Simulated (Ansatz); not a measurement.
**Ta4H: one candidate of a structure search, part 1 of 2**

The task: take a trial cell of Ta4H to zero force and stress.

Computed with Ansatz 0.2.0 (DFT PBE, scalar-relativistic, plane waves, PAW, unless a step's input says otherwise).

## Step 1: The system as given

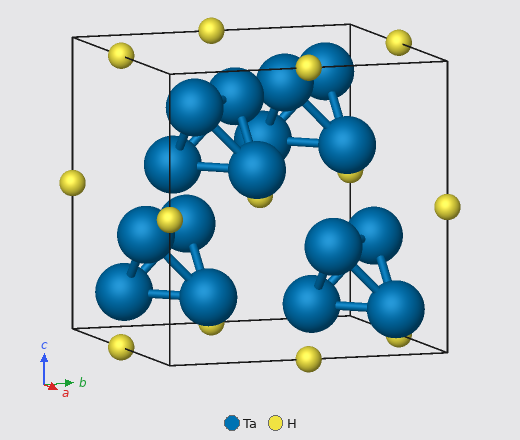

Start, viewed slightly off an axis; tantalum blue, hydrogen yellow. The cell drawn here is the conventional one.

Structure file:

```
CELL_PARAMETERS angstrom
0.00000 3.36109 3.36109
3.36109 0.00000 3.36109
3.36109 3.36109 0.00000
ATOMIC_POSITIONS crystal
Ta 0.86220 0.86220 0.86220
Ta 0.86220 0.86220 0.41341
Ta 0.86220 0.41341 0.86220
Ta 0.41341 0.86220 0.86220
H 0.50000 0.50000 0.50000
```

Recipe of the guess: random cell by space group and Wyckoff sites (F-43m, No. 216). Lengths come from tabulated atomic sizes and are only a guess.

## Step 2: Probe: one point on a coarse mesh

The input, input.yaml:

```yaml
crystal:
  lattice:
    - [0.0, 3.36108708, 3.36108708]
    - [3.36108708, 0.0, 3.36108708]
    - [3.36108708, 3.36108708, 0.0]
  atoms:
    - { symbol: Ta, position: [0.86219621, 0.86219621, 0.86219621] }
    - { symbol: Ta, position: [0.86219621, 0.86219621, 0.41341137] }
    - { symbol: Ta, position: [0.86219621, 0.41341137, 0.86219621] }
    - { symbol: Ta, position: [0.41341137, 0.86219621, 0.86219621] }
    - { symbol: H, position: [0.5, 0.5, 0.5] }
basis:
  ecutwfc: 420
kpoints:
  mp_grid: { grid: [4, 4, 4] }
hamiltonian:
  xc: pbe
scf:
  occupations: { method: gaussian, width: 0.1 }
  lower_state_search: "off"
output:
  forces: true
  stress: true
  eigenvalues: true
```

On the command line:

```sh
> ansatz run input.yaml --threads 1 --pin off --max-ram 2560MiB --backend cpu --events-out ev --progress --plain --runs-dir out
```

Standard output, shortened:

```text
[...]
SCF converged after 8 iterations
Free energy (F): -39722.371795 eV
[...]
E sigma→0 (E₀):  -39722.346324 eV
Entropy (-TS):   -0.050941 eV (-10.188 meV/atom)
Fermi energy:    18.028547 eV
[...]
--- Forces (eV/Å), atoms counted from 1 ---
  atom   1  Ta    11.90488071    11.90488071    11.90488071
  atom   2  Ta   -11.90488071   -11.90488071    11.90488071
  atom   3  Ta   -11.90488071    11.90488071   -11.90488071
  atom   4  Ta    11.90488071   -11.90488071   -11.90488071
  atom   5  H     -0.00000000     0.00000000    -0.00000000
[...]
--- Stress (GPa, compression-positive) ---
      106.970900      -0.000000      -0.000000
       -0.000000     106.970900      -0.000000
       -0.000000      -0.000000     106.970900
  P = ⅓ Tr σ = 106.9709 GPa (1069.709 kbar)
--- Band table (eV; the first three rows and the last of 8) ---
[...]
```

Wall time 2 s (1 thread of Arm Neoverse V1, shared host); peak memory 0.27 GiB.

Read-out: pressure 107.0 GPa, largest force 20.62 eV/Å, gap on this mesh none (metal). A guess like this is first relaxed loosely on the coarse mesh.

## Step 3: Coarse relaxation

input.yaml: that of step 2 with these lines changed.

```diff
@@ -24 +24,6 @@
   eigenvalues: true
+relax:
+  adjacent_minimum: "off"
+  f_tol: 0.04
+  max_steps: 70
+  cell: { stress_tol: 0.4 }
```

On the command line:

```sh
> ansatz run input.yaml --threads 1 --pin off --max-ram 2560MiB --backend cpu --events-out ev --progress --plain --runs-dir out
```

Standard output:

```text
Warning: RAYON_NUM_THREADS=1 ignored (pool sized by the plan → 1); use --threads N
Engine: ansatz 0.2.0, aarch64-unknown-linux-gnu
Pseudopotentials: kind: paw
Pseudopotential: Ta, paw, valence charge 13, recommended cutoff 420 eV (normal), Ta.paw.azcp
Pseudopotential: H, paw, valence charge 1, recommended cutoff 420 eV (normal), H.paw.azcp
Functional definition: PBE
  parameter kappa = 0.804
  parameter beta = 0.06672455060314922
  exchange = pbe_x(kappa = kappa, mu = beta*pi^2/3)
  correlation = pbe_c(beta = beta)
Crystal: 5 atoms, lattice volume = 75.940 Å³
Basis set: ecut = 420 eV, 1459 PW (Γ), exchange–correlation on 64×64×64 points (8 copies of the dense FFT grid, shifted against one another)
Bands: 32, of which v1, the nominal top of the filled ones, is band 27 counted from 1 (26 counted from 0)
Symmetry: 24 space group operations
Space group: F-43m (ITA 216), of the structure as read, at distance tolerance 4.2e-5 Å
k-points: 8 of 64 (time reversal used)
Non-local potential: Ta, projectors of the file, l = 0: 3, l = 1: 2, l = 2: 2, l = 3: 1
Non-local potential: H, projectors of the file, l = 0: 2, l = 1: 1
PAW form: soft (Blöchl's): semilocal exchange-correlation on the pseudo side does not see the compensation charge
PAW one-centre angular grid: Ta, 590 points (default); XC on 64 Gauss nodes
PAW one-centre angular grid: H, 110 points (default); XC on 64 Gauss nodes
Initial density: superposition of atomic densities (neutral atoms: chi_scale 0, normalization atom), corrected by the library's trained network
Initial wavefunctions: pseudopotential atomic-orbital guess
Functional: x = pbe(κ = 0.804, μ = 0.2195149727645171), c = pbe(β = 0.06672455060314922)
SCF iter   1: F=—  HF=-39722.396423 eV  |F-HF|=—  |Δ(HF+E_count)|=         —  Δρ=2.06e-2  dr2=2.17e-1  ethr=1.77e-3  ⟨swp⟩=6.9  Hψ=1132  notcnv=0
preconditioner: auto → Kerker (q_TF=auto, 2.570 Å⁻¹)  [metal: Δε(μ)=0.029 eV  Ē_g=5.012 eV  σ=0.100 eV  W_gap=0.16  n_scr=14 (ndim 8)  ℏωp=19.5 eV  f_vac=0.004  D(μ)=9.04/eV (n_scr^D=136)]
SCF iter   2: F=—  HF=-39722.375097 eV  |F-HF|=—  |Δ(HF+E_count)|=   2.13e-2  Δρ=1.09e-2  dr2=5.76e-2  ethr=4.10e-4  ⟨swp⟩=1.4  Hψ=325  notcnv=0
SCF iter   3: F=—  HF=-39722.371850 eV  |F-HF|=—  |Δ(HF+E_count)|=   3.25e-3  Δρ=1.77e-3  dr2=2.65e-3  ethr=1.09e-4  ⟨swp⟩=2.4  Hψ=332  notcnv=0
SCF iter   4: F=—  HF=-39722.371849 eV  |F-HF|=—  |Δ(HF+E_count)|=   4.81e-7  Δρ=6.19e-4  dr2=3.64e-4  ethr=4.99e-6  ⟨swp⟩=2.0  Hψ=335  notcnv=0
SCF iter   5: F=—  HF=-39722.371807 eV  |F-HF|=—  |Δ(HF+E_count)|=   4.21e-5  Δρ=1.39e-4  dr2=2.61e-5  ethr=6.86e-7  ⟨swp⟩=2.0  Hψ=325  notcnv=0
SCF iter   6: F=—  HF=-39722.371794 eV  |F-HF|=—  |Δ(HF+E_count)|=   1.35e-5  Δρ=5.16e-5  dr2=3.78e-6  ethr=4.93e-8  ⟨swp⟩=1.8  Hψ=268  notcnv=0
SCF iter   7: F=—  HF=-39722.371794 eV  |F-HF|=—  |Δ(HF+E_count)|=   5.44e-7  Δρ=1.44e-5  dr2=2.00e-7  ethr=7.14e-9  ⟨swp⟩=2.0  Hψ=328  notcnv=0
SCF iter   8: F=-39722.371795 eV  HF=-39722.371795 eV  |F-HF|=3.94e-9  |Δ(HF+E_count)|=   1.08e-7  Δρ=2.50e-6  dr2=3.44e-9  ethr=1.89e-10  ⟨swp⟩=9.0  Hψ=1081  notcnv=0
SCF 1 converged in 8 iterations: F = -39722.371795 eV  dr2 = 3.44e-9
relax step   1: F+E_penalty+E_count = -39722.37179455 eV  Δ(F+E_penalty+E_count) = +0.000e0 eV  max|allowed force component| = 1.190e1 eV/Å  Δτ_max = 0.0000 Å  P = +106.971 GPa  Ω = 75.940 Å³  (8 SCF iters, dr2 threshold 1.00e-7 eV, accepted)
Crystal: 5 atoms, lattice volume = 87.568 Å³
Basis set: ecut = 420 eV, 1687 PW (Γ), exchange–correlation on 64×64×64 points (8 copies of the dense FFT grid, shifted against one another)
Initial density: handed on by an earlier stage of this run
Initial wavefunctions: those handed on with the density
SCF iter   1: F=—  HF=-39733.569217 eV  |F-HF|=—  |Δ(HF+E_count)|=         —  Δρ=5.32e-2  dr2=6.68e0  ethr=3.10e-3  ⟨swp⟩=8.1  Hψ=1232  notcnv=0
preconditioner: auto → Kerker (q_TF=auto, 2.509 Å⁻¹)  [metal: Δε(μ)=0.056 eV  Ē_g=4.118 eV  σ=0.100 eV  W_gap=0.30  n_scr=14 (ndim 8)  ℏωp=18.2 eV  f_vac=0.005  D(μ)=10.05/eV (n_scr^D=136)]
SCF iter   2: F=—  HF=-39732.404323 eV  |F-HF|=—  |Δ(HF+E_count)|=    1.16e0  Δρ=2.69e-2  dr2=1.68e0  ethr=3.10e-3  ⟨swp⟩=2.5  Hψ=448  notcnv=0  defer=5
SCF iter   3: F=—  HF=-39731.997513 eV  |F-HF|=—  |Δ(HF+E_count)|=   4.07e-1  Δρ=3.88e-3  dr2=2.94e-2  ethr=3.10e-3  ⟨swp⟩=2.4  Hψ=380  notcnv=0  defer=5
SCF iter   4: F=—  HF=-39731.991372 eV  |F-HF|=—  |Δ(HF+E_count)|=   6.14e-3  Δρ=1.44e-3  dr2=3.84e-3  ethr=5.54e-5  ⟨swp⟩=2.4  Hψ=371  notcnv=0  defer=3
SCF iter   5: F=—  HF=-39731.991128 eV  |F-HF|=—  |Δ(HF+E_count)|=   2.44e-4  Δρ=4.72e-4  dr2=3.35e-4  ethr=7.25e-6  ⟨swp⟩=2.0  Hψ=319  notcnv=0  defer=3
SCF iter   6: F=—  HF=-39731.991295 eV  |F-HF|=—  |Δ(HF+E_count)|=   1.67e-4  Δρ=1.53e-4  dr2=2.51e-5  ethr=6.32e-7  ⟨swp⟩=2.0  Hψ=335  notcnv=0  defer=3
SCF iter   7: F=—  HF=-39731.991307 eV  |F-HF|=—  |Δ(HF+E_count)|=   1.14e-5  Δρ=3.64e-5  dr2=1.04e-6  ethr=4.74e-8  ⟨swp⟩=2.1  Hψ=382  notcnv=0  defer=3
SCF iter   8: F=-39731.991308 eV  HF=-39731.991308 eV  |F-HF|=5.20e-8  |Δ(HF+E_count)|=   9.61e-7  Δρ=8.27e-6  dr2=6.31e-8  ethr=9.43e-10  ⟨swp⟩=9.4  Hψ=1148  notcnv=0
SCF 2 converged in 8 iterations: F = -39731.991308 eV  dr2 = 6.31e-8
relax step   2: F+E_penalty+E_count = -39731.99130766 eV  Δ(F+E_penalty+E_count) = -9.620e0 eV  max|allowed force component| = 2.888e-1 eV/Å  Δτ_max = 0.1412 Å  P = +37.977 GPa  Ω = 87.568 Å³  energy of the carried Pulay correction = -7.768e-3 eV  (8 SCF iters, dr2 threshold 5.00e-7 eV, accepted)
Crystal: 5 atoms, lattice volume = 97.655 Å³
Basis set: ecut = 420 eV, 1917 PW (Γ), exchange–correlation on 64×64×64 points (8 copies of the dense FFT grid, shifted against one another)
iter 1 solved again at ethr=7.59e-4 eV; its pass at ethr=3.10e-3 eV (dr2=4.02e-1 eV) is discarded
SCF iter   1: F=—  HF=-39733.823872 eV  |F-HF|=—  |Δ(HF+E_count)|=         —  Δρ=1.14e-2  dr2=3.99e-1  ethr=7.59e-4  ⟨swp⟩=1.0  Hψ=1358  notcnv=0
preconditioner: auto → Kerker (q_TF=auto, 2.464 Å⁻¹)  [metal: Δε(μ)=0.012 eV  Ē_g=3.639 eV  σ=0.100 eV  W_gap=0.07  n_scr=26 (ndim 8)  ℏωp=17.2 eV  f_vac=0.009  D(μ)=9.62/eV (n_scr^D=136)]
SCF iter   2: F=—  HF=-39733.762436 eV  |F-HF|=—  |Δ(HF+E_count)|=   6.14e-2  Δρ=5.17e-3  dr2=8.85e-2  ethr=7.53e-4  ⟨swp⟩=1.6  Hψ=279  notcnv=0
SCF iter   3: F=—  HF=-39733.742516 eV  |F-HF|=—  |Δ(HF+E_count)|=   1.99e-2  Δρ=1.95e-3  dr2=6.63e-3  ethr=1.67e-4  ⟨swp⟩=1.6  Hψ=313  notcnv=0
SCF iter   4: F=—  HF=-39733.741272 eV  |F-HF|=—  |Δ(HF+E_count)|=   1.24e-3  Δρ=4.74e-4  dr2=3.09e-4  ethr=1.25e-5  ⟨swp⟩=2.0  Hψ=323  notcnv=0
SCF iter   5: F=—  HF=-39733.741382 eV  |F-HF|=—  |Δ(HF+E_count)|=   1.10e-4  Δρ=1.83e-4  dr2=6.09e-5  ethr=5.83e-7  ⟨swp⟩=2.0  Hψ=330  notcnv=0
SCF iter   6: F=—  HF=-39733.741411 eV  |F-HF|=—  |Δ(HF+E_count)|=   2.92e-5  Δρ=6.09e-5  dr2=7.42e-6  ethr=1.15e-7  ⟨swp⟩=2.0  Hψ=323  notcnv=0
SCF iter   7: F=-39733.741415 eV  HF=-39733.741415 eV  |F-HF|=2.55e-7  |Δ(HF+E_count)|=   3.65e-6  Δρ=1.85e-5  dr2=4.01e-7  ethr=9.43e-10  ⟨swp⟩=6.2  Hψ=1108  notcnv=0
the search or the solves at the SCF's close seem to have found levels that the self-consistency loop had missed (the run counts 2). By its estimate they hold under 1e-12 electrons; where the run keeps them, the occupations were computed again with them
SCF 3 converged in 7 iterations: F = -39733.741415 eV  dr2 = 4.01e-7
relax step   3: F+E_penalty+E_count = -39733.74141496 eV  Δ(F+E_penalty+E_count) = -1.750e0 eV  max|allowed force component| = 2.523e-1 eV/Å  Δτ_max = 0.0052 Å  P = +19.474 GPa  Ω = 97.655 Å³  energy of the carried Pulay correction = -1.367e-2 eV  (7 SCF iters, dr2 threshold 5.00e-7 eV, accepted)
[... 12 lines left out ...]
relax step   4: F+E_penalty+E_count = -39734.65835992 eV  Δ(F+E_penalty+E_count) = -9.169e-1 eV  max|allowed force component| = 1.489e-1 eV/Å  Δτ_max = 0.0027 Å  P = +4.198 GPa  Ω = 110.980 Å³  energy of the carried Pulay correction = -2.051e-2 eV  (7 SCF iters, dr2 threshold 5.00e-7 eV, accepted)
[... 11 lines left out ...]
relax step   5: F+E_penalty+E_count = -39734.72063930 eV  Δ(F+E_penalty+E_count) = -6.228e-2 eV  max|allowed force component| = 9.511e-2 eV/Å  Δτ_max = 0.0014 Å  P = +0.600 GPa  Ω = 115.247 Å³  energy of the carried Pulay correction = -2.250e-2 eV  (6 SCF iters, dr2 threshold 5.00e-7 eV, accepted)
[... 9 lines left out ...]
relax step   6: F+E_penalty+E_count = -39734.72295957 eV  Δ(F+E_penalty+E_count) = -2.320e-3 eV  max|allowed force component| = 6.755e-2 eV/Å  Δτ_max = 0.0020 Å  P = -0.008 GPa  Ω = 116.002 Å³  energy of the carried Pulay correction = -2.285e-2 eV  (5 SCF iters, dr2 threshold 5.00e-7 eV, accepted)
[... 10 lines left out ...]
relax step   7: F+E_penalty+E_count = -39734.72461059 eV  Δ(F+E_penalty+E_count) = -1.651e-3 eV  max|allowed force component| = 2.647e-3 eV/Å  Δτ_max = 0.0063 Å  P = +0.010 GPa  Ω = 115.930 Å³  energy of the carried Pulay correction = -2.282e-2 eV  (6 SCF iters, dr2 threshold 2.85e-7 eV, accepted)
Basis set: ecut = 420 eV, 2229 PW (Γ), exchange–correlation on 80×80×80 points (8 copies of the dense FFT grid, shifted against one another)
Initial wavefunctions: pseudopotential atomic-orbital guess (no wavefunctions were taken with the density)
iter 1 solved again at ethr=4.37e-7 eV; its pass at ethr=3.10e-3 eV (dr2=2.32e-4 eV) is discarded
SCF iter   1: F=—  HF=-39734.757465 eV  |F-HF|=—  |Δ(HF+E_count)|=         —  Δρ=1.22e-3  dr2=1.99e-4  ethr=4.37e-7  ⟨swp⟩=3.6  Hψ=1707  notcnv=0
preconditioner: auto → LDOS  [metal: Δε(μ)=0.095 eV  Ē_g=3.071 eV  σ=0.100 eV  W_gap=0.42  n_scr=26 (ndim 8)  ℏωp=15.8 eV  f_vac=0.013  D(μ)=10.16/eV (n_scr^D=136)  β→1.0]
SCF iter   2: F=—  HF=-39734.763565 eV  |F-HF|=—  |Δ(HF+E_count)|=   6.10e-3  Δρ=6.90e-5  dr2=3.62e-6  ethr=3.75e-7  ⟨swp⟩=2.2  Hψ=390  notcnv=0
SCF iter   3: F=—  HF=-39734.763558 eV  |F-HF|=—  |Δ(HF+E_count)|=   7.54e-6  Δρ=1.80e-5  dr2=4.67e-7  ethr=6.83e-9  ⟨swp⟩=3.0  Hψ=510  notcnv=0
SCF iter   4: F=—  HF=-39734.763558 eV  |F-HF|=—  |Δ(HF+E_count)|=   7.97e-8  Δρ=7.34e-6  dr2=9.28e-8  ethr=8.81e-10  ⟨swp⟩=2.8  Hψ=498  notcnv=0
SCF iter   5: F=—  HF=-39734.763558 eV  |F-HF|=—  |Δ(HF+E_count)|=   2.66e-9  Δρ=2.45e-6  dr2=1.22e-8  ethr=1.75e-10  ⟨swp⟩=2.2  Hψ=388  notcnv=0
SCF iter   6: F=-39734.763558 eV  HF=-39734.763558 eV  |F-HF|=4.29e-10  |Δ(HF+E_count)|=   1.18e-9  Δρ=7.39e-7  dr2=1.21e-9  ethr=6.04e-12  ⟨swp⟩=5.9  Hψ=976  notcnv=0
SCF 8 converged in 6 iterations: F = -39734.763558 eV  dr2 = 1.21e-9
relax step   8: F+E_penalty+E_count = -39734.76355775 eV  Δ(F+E_penalty+E_count) = -3.895e-2 eV  max|allowed force component| = 2.424e-3 eV/Å  Δτ_max = 0.0000 Å  P = +0.140 GPa  Ω = 115.930 Å³  stress off target by 1.40e-1 GPa  SCF on the basis re-selected at this cell (its energy is not comparable with the rows above)  (6 SCF iters)
basis re-selected at this cell: Δ(F+E_penalty+E_count) = -3.895e-2 eV, ΔP = +0.130 GPa vs the last step (what re-selecting the basis moved, of the pressure what is left beyond the Pulay correction that the steps carried, after the strain that the cell walked since its last selection, with what the two solves' SCF thresholds leave and, on support functions, any second-order correction that the steps lacked; it is no measure of the basis error at this ecutwfc). The dense FFT grid was sized anew with the basis: this SCF ran on 40×40×40 points, the steps before it on 32×32×32, so part of this shift can come from that change (see relax.cell in the input reference). This SCF's stress stands 1.40e-1 GPa from its target on what of the cell is left free (relax.cell.stress_tol is 4.00e-1 GPa) and its largest allowed force component is 2.42e-3 eV/Å (relax.f_tol is 4.00e-2 eV/Å): within both
SCF converged after 6 iterations
Free energy (F): -39734.763558 eV
Harris-Foulkes:  -39734.763558 eV  (|F-HF|=4.29e-10)
Internal energy: -39734.712821 eV  (E = F + TS)
E sigma→0 (E₀):  -39734.738189 eV
Entropy (-TS):   -0.050737 eV (-10.147 meV/atom)
Fermi energy:    10.495963 eV
--- Per-component energies (eV) ---
  E_band       = -846.143814
  E_kinetic    = 1466.521743
  E_local      = -4368.759314  (includes V_loc(G=0)·N_el)
  E_nonlocal   = 65.865283
  E_hartree    = 1628.410262
  E_xc         = -873.487863
  E_vxc        = -815.508132  (∫ρ·V_xc dr)
  E_paw        = -33586.763480  (= ΣΔE_a)
  E_vpaw       = -451.084976  (= ΣTr[D̂ρ^β])
  E_aug_tail   = -0.000074  (compensation charges beyond the density's cutoff)
  E_ewald      = -4066.499379
  E_smearing   = -0.050737  (= −TS)
  E_closure    = 0.000000  (closes the sum)
  Σ components = -39734.763558   (vs F -39734.763558, Δ=0.00e0)
--- Forces (eV/Å), atoms counted from 1 ---
  atom   1  Ta    -0.00242364    -0.00242364    -0.00242364
  atom   2  Ta     0.00242364     0.00242364    -0.00242364
  atom   3  Ta     0.00242364    -0.00242364     0.00242364
  atom   4  Ta    -0.00242364     0.00242364     0.00242364
  atom   5  H     -0.00000000     0.00000000     0.00000000
  max |Σ_I F_I| component: 1.15e-17 eV/Å
--- Stress (GPa, compression-positive) ---
        0.140067      -0.000000       0.000000
       -0.000000       0.140067       0.000000
        0.000000       0.000000       0.140067
  P = ⅓ Tr σ = 0.1401 GPa (1.401 kbar)
--- Band table (eV; the first three rows and the last of 8) ---
  k-point 0: bands = ["-57.1670", "-56.9937", "-56.9937", "-56.9937", "-24.7405", "-24.1020", "-24.1020", "-24.1020", "-23.9058", "-23.9058", "-23.2701", "-23.2701", "-23.2701", "-22.8585", "-22.8585", "-22.8585", "3.5556", "5.9683", "7.2858", "7.2858", "7.2858", "8.8161", "8.8161", "8.8161", "9.0443", "9.0443", "10.5285", "13.6933", "13.6933", "13.6933", "14.1058", "14.1058"]
  k-point 1: bands = ["-57.1492", "-57.0120", "-56.9937", "-56.9937", "-24.5947", "-24.0434", "-24.0434", "-24.0412", "-23.8552", "-23.8552", "-23.3655", "-23.3655", "-23.2700", "-23.1083", "-22.8863", "-22.8863", "4.1901", "6.3331", "7.5146", "7.7051", "7.7051", "8.3475", "9.1505", "9.1505", "9.5010", "9.5010", "10.7157", "12.1812", "12.1903", "12.1903", "12.7042", "13.1786"]
  k-point 2: bands = ["-57.1244", "-57.0373", "-56.9937", "-56.9937", "-24.4481", "-24.0064", "-24.0064", "-23.7891", "-23.6670", "-23.6670", "-23.5831", "-23.5831", "-23.5498", "-23.2699", "-22.9080", "-22.9080", "5.0795", "6.4825", "7.9291", "8.1335", "8.1335", "8.4228", "9.9132", "9.9132", "10.0856", "10.5280", "10.5569", "10.5569", "11.0778", "11.0778", "11.3704", "11.3704"]
  k-point 7: bands = ["-57.0854", "-57.0766", "-56.9937", "-56.9937", "-24.1118", "-24.0847", "-23.9179", "-23.9102", "-23.6729", "-23.6548", "-23.6412", "-23.6244", "-23.3963", "-23.3927", "-23.0137", "-23.0129", "6.7870", "6.7930", "6.8014", "8.5929", "9.0518", "9.3503", "9.4254", "9.4336", "9.4494", "9.5503", "10.5501", "10.6502", "10.7734", "10.7923", "11.7968", "11.9041"]
--- Relaxed structure (7 steps of the walk, 7 accepted, 1 SCFs on fresh bases) ---
  F+E_penalty+E_count = -39734.76355775 eV   max|allowed force component| = 2.424e-3 eV/Å   (the final SCF, on the basis selected at the relaxed cell)
  cell:  # Å, volume = 115.9302 Å³
    - [-1.8826373734107284e-33, 3.870100143095835, 3.870100143095836]
    - [3.870100143095836, 6.907146420309678e-33, 3.870100143095836]
    - [3.870100143095836, 3.870100143095835, 2.2750568900792254e-32]
  atoms:
    - { symbol: Ta, position: [0.8744816605067897, 0.8744816605067894, 0.8744816605067895] }
    - { symbol: Ta, position: [0.8744816605067898, 0.8744816605067893, 0.37655501847963113] }
    - { symbol: Ta, position: [0.8744816605067898, 0.3765550184796307, 0.8744816605067895] }
    - { symbol: Ta, position: [0.37655501847963113, 0.8744816605067893, 0.8744816605067898] }
    - { symbol: H, position: [0.5000000000000001, 0.4999999999999998, 0.5] }
```

Wall time 19 s (1 thread of Arm Neoverse V1, shared host); peak memory 0.33 GiB.

The steps of the relaxation:

| step | energy from step 1 (eV/cell) | largest force component (eV/Å) | pressure (GPa) | volume (Å³) |
| --- | --- | --- | --- | --- |
| 1 | 0.0000 | 11.9049 | 106.97 | 75.94 |
| 2 | -9.6195 | 0.2888 | 37.98 | 87.57 |
| 3 | -11.3696 | 0.2523 | 19.47 | 97.66 |
| 4 | -12.2866 | 0.1489 | 4.20 | 110.98 |
| 5 | -12.3488 | 0.0951 | 0.60 | 115.25 |
| 6 | -12.3512 | 0.0676 | -0.01 | 116.00 |
| 7 | -12.3528 | 0.0026 | 0.01 | 115.93 |
| 8 | -12.3918 | 0.0024 | 0.14 | 115.93 |

Step 1 is the start. Step 8 repeats the geometry before it on a plane-wave basis chosen anew for that cell, so its energy need not be comparable with the rows above.

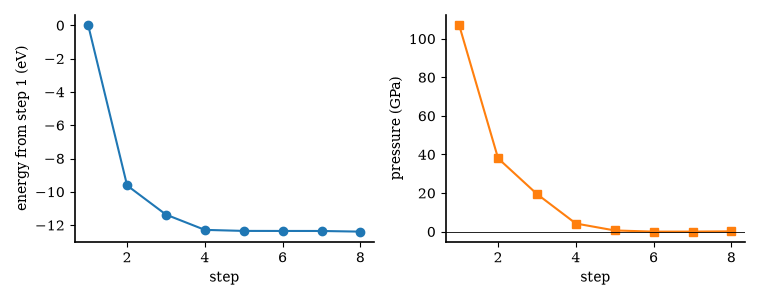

Energy and pressure along the relaxation.

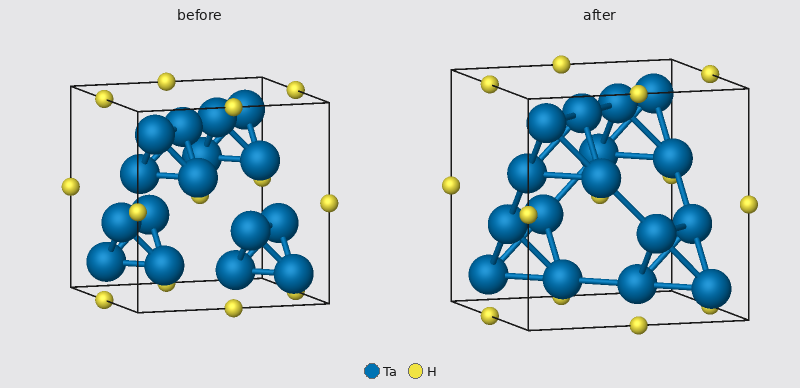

The structure before (left) and after (right) the relaxation, drawn at the same scale.

Lengths and angles in the start's conventional setting:

|  | before | after | change |
| --- | --- | --- | --- |
| a (Å) | 6.722 | 7.740 | +15.1 % |
| b (Å) | 6.722 | 7.740 | +15.1 % |
| c (Å) | 6.722 | 7.740 | +15.1 % |
| volume (Å³/atom) | 15.19 | 23.19 | +52.7 % |
| shortest distance (Å) | 2.133 | 2.725 | +27.8 % |
| space group (0.01 Å) | F-43m | F-43m | same |

Forces and stress were held to the start's 24 operations: a distortion of lower symmetry was not tested.

(Continued in part 2 of 2.)
